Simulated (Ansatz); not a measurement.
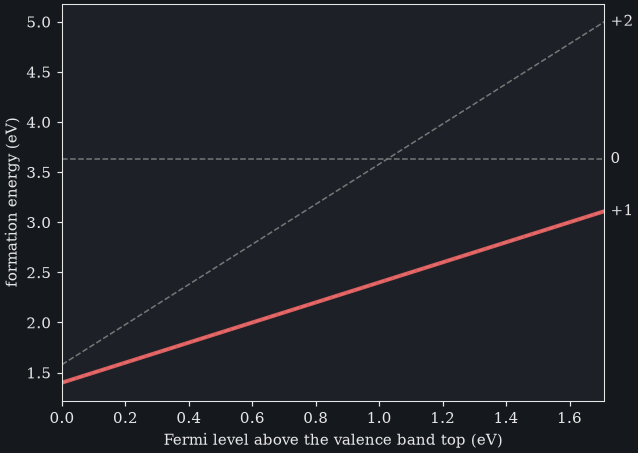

Calculation (Ansatz 0.2.0): charge states of a point defect in a periodic supercell, each relaxed, energies over the elements' standard states with the Fermi level at the host's valence band top, point-charge and potential alignment terms added, no band filling term, levels over that top; plane waves with PAW datasets; energies extrapolated to zero smearing. Level: PBE, allowed.

```json
{"setting": "host atoms in supercell", "value": "48"}
{"setting": "wave cutoff", "value": "420 eV"}
{"setting": "k mesh", "value": "3×3×3"}
{"setting": "occupations", "value": "Gaussian"}
{"setting": "smearing width", "value": "0.01 eV"}
{"setting": "k shift", "value": "(0, 0, 0) (mesh steps)"}
{"setting": "start displacement", "value": "0 Å"}
{"setting": "defect kind", "value": "vacancy"}
{"setting": "removed element", "value": "N"}
{"setting": "added element", "value": "none"}
{"setting": "defect place", "value": "(0.6667, 0.3333, 0.8759) (fraction of the host cell vector)"}
{"setting": "host gap", "value": "1.71 eV"}
{"setting": "static dielectric xx yy zz", "value": "(10.49, 10.49, 11.69)"}
```

Cell as given: a = 3.218 Å, b = 3.218 Å, c = 5.243 Å, α = 90.00°, β = 90.00°, γ = 120.00°; 4 atoms.

Figure. Formation energy of each charge state against the Fermi level for vacancy (removed N) in GaN. The thick line follows the lowest charge state; the axis spans the host's computed gap.

Charge +1 is the lowest at every Fermi level in the gap, so no transition level lies inside it. The lowest state is +1 at the valence band top, +1 at mid-gap and +1 at the conduction band bottom, 1.71 eV higher. With the Fermi level at mid-gap the formation energy is 2.3 eV against the elements' standard states.

Limits of the calculation: charged cell in a neutralising background; coarse k mesh; fractional moment from partly filled bands; narrow smearing for a metal; odd k mesh can miss points on the zone edge; potential alignment in doubt; small supercell; starting moments lost; symmetry that the supercell leaves at the site kept.
